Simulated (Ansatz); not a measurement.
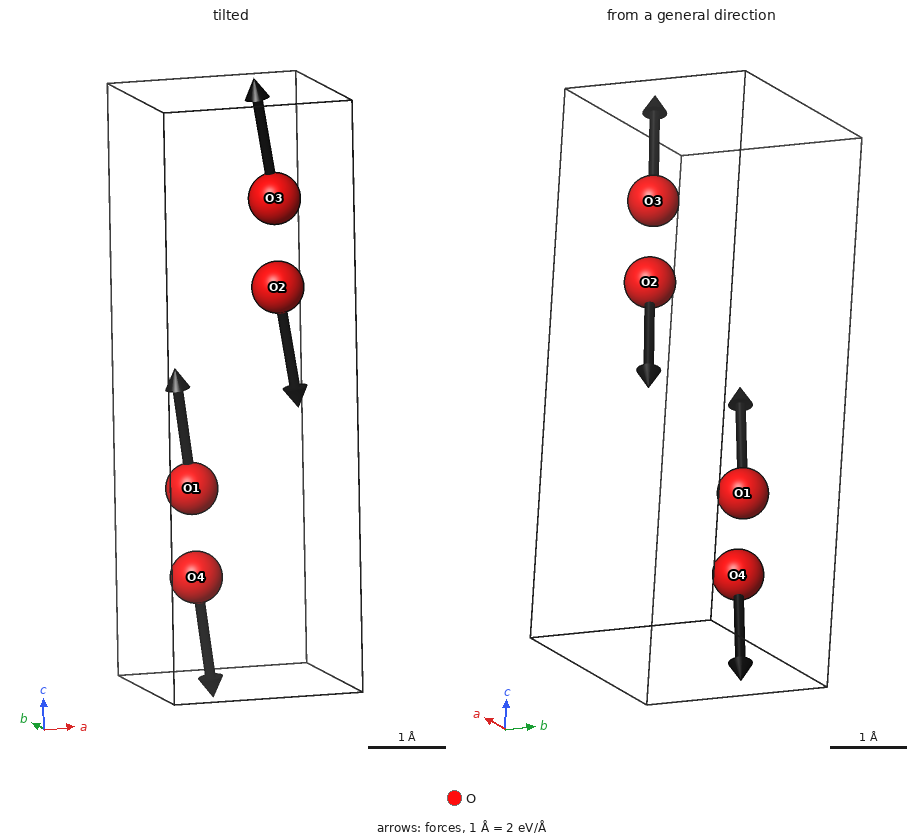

We look at a spheres-only model of the crystal slightly off an axis and from a general direction. One simulation cell is framed, with atoms on its boundary repeated. The arrows are the computed forces on the atoms.

System: O. Method: Ansatz 0.2.0, DFT PBEsol, scalar-relativistic, plane waves, PAW; wavefunction cutoff 420 eV, the zone sampled with 16×16×6 points, Gaussian smearing of 0.1 eV, no spin polarisation.

**Is the structure at rest?**

No. The atoms still feel forces of up to about 2.7 eV/Å, far above a usual threshold of 0.01 to 0.03 eV/Å.

**Find the atom with the largest force.**

All O atoms, about 2.7 eV/Å.

Provenance: a structure listed in the Materials Project. The cell was then strained or its atoms displaced on purpose. A calculation with Ansatz used it as input.
